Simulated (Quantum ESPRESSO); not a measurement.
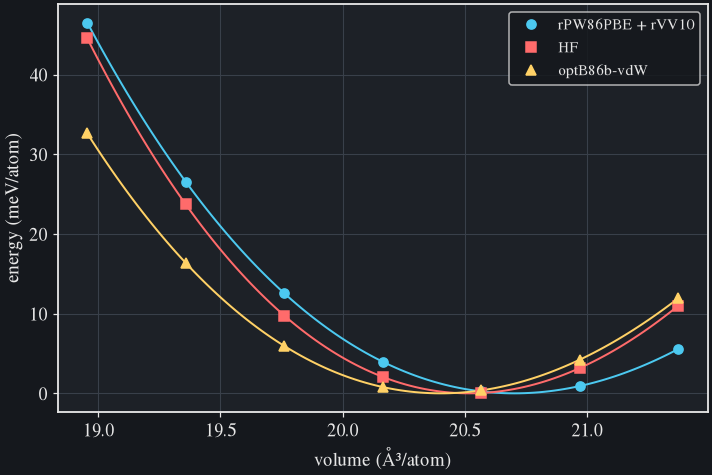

The picture above shows the energy against volume, with one curve for each functional, for Si (space group Fd-3m).

Computed with Quantum ESPRESSO 7.5: plane-wave DFT, no spin polarisation; energies at scaled volumes of the given cell, shape and fractions fixed, counted from the fit's minimum, third-order Birch-Murnaghan fit. All runs: no spin polarisation.

Settings that differ: rPW86PBE + rVV10: density cutoff 1960 eV, wave cutoff 490 eV, k mesh 8×8×8, occupations Fermi–Dirac, potentials PseudoDojo-0.4.1-SR-PBE-standard, smearing width 0.05 eV; HF: density cutoff 2180 eV, wave cutoff 544 eV, k mesh 6×6×6, occupations fixed, potentials SG15-PBE-1.2; optB86b-vdW: density cutoff 1960 eV, wave cutoff 490 eV, k mesh 8×8×8, occupations Fermi–Dirac, potentials PseudoDojo-0.4.1-SR-PBE-standard, smearing width 0.05 eV.

Give the values behind the plot as a table.

rPW86PBE + rVV10:
```csv
volume (Å³/atom),energy (meV/atom)
18.95,46.50
19.36,26.54
19.76,12.55
20.16,3.95
20.57,0.24
20.97,0.92
21.37,5.58
```

HF:
```csv
volume (Å³/atom),energy (meV/atom)
18.95,44.54
19.36,23.70
19.76,9.76
20.16,2.05
20.57,0.05
20.97,3.17
21.37,11.01
```

optB86b-vdW:
```csv
volume (Å³/atom),energy (meV/atom)
18.95,32.62
19.36,16.37
19.76,5.95
20.16,0.78
20.57,0.37
20.97,4.22
21.37,11.92
```

Caveats: coarse mesh for exact exchange (HF); the fit and the printed pressures don't fully agree, or the minimum lies near the end of the range (HF); potentials made for another functional.
